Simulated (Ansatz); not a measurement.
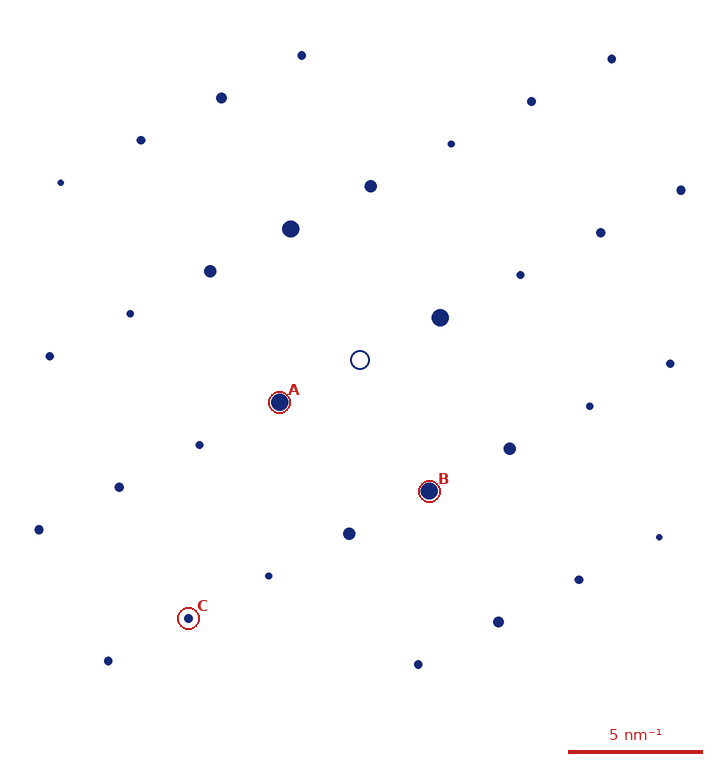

The pattern is a kinematic simulation for 200 kV electrons (no multiple scattering; isotropic B = 0.3 Å²). The zone axis points towards the electron source and the pattern is seen from the source side.

Crystal: ZrO2, space group Fm-3m (No. 225), a = 5.09 Å. Structure: the input geometry of an electronic-structure calculation (not necessarily at equilibrium).

Spot A is indexed -1 1 1 and spot B 0 -2 2.

Q: Index the other marked spot.

A: C = 3A + B = -3 1 5 (d = 0.860 Å).

Q: Which zone axis is this?

A: The cross product of A and B is parallel to [211]; every spot obeys hu + kv + lw = 0.

Q: What are the spacings of A and B and the angle between them?

A: d(A) = 2.937 Å, d(B) = 1.798 Å, and the angle is 90.0°.
